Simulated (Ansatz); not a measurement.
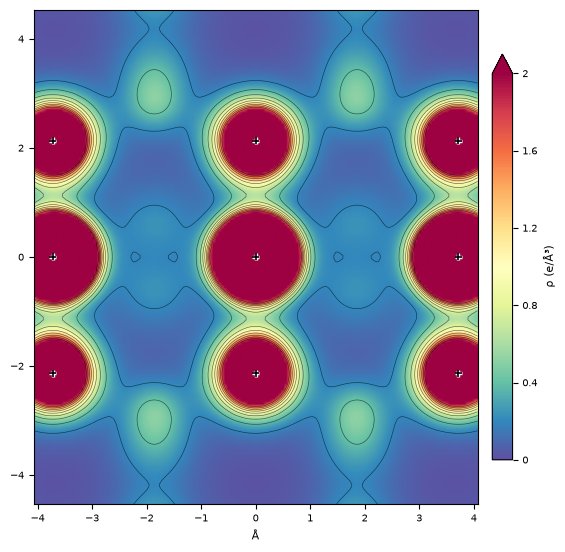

The valence charge density (pseudo) on a plane through atoms (crosses mark nuclei in the plane).

Method: DFT, PBE, plane waves, PAW (Ansatz).

Candidates:
A. HfO$_{2}$, a = 3.72 Å, b = 3.72 Å, c = 8.37 Å, α = 90.00°, β = 90.00°, γ = 120.00°. Space group R-3m; started from the fluorite prototype, which need not be the ambient phase; changed on purpose from its base cell (epitaxial 111 strain +4.0%).
B. La$_{2}$O$_{3}$, a = 3.86 Å, b = 3.86 Å, c = 6.28 Å, α = 90.00°, β = 90.00°, γ = 120.00°. Space group P-3m1; a structure from a database of computed crystals, not necessarily the ambient phase; started from the database structure prototype, which need not be the ambient phase; changed on purpose from its base cell (epitaxial xy strain -2.0%); computed pressure about 5 GPa in this cell.

### Which candidate gave the map?

Candidate A: HfO$_{2}$ on the (100) plane of the conventional cell, which holds Hf and O. Hf–O (2.13 Å): the density is about 0.69 e/Å³ at the midpoint.
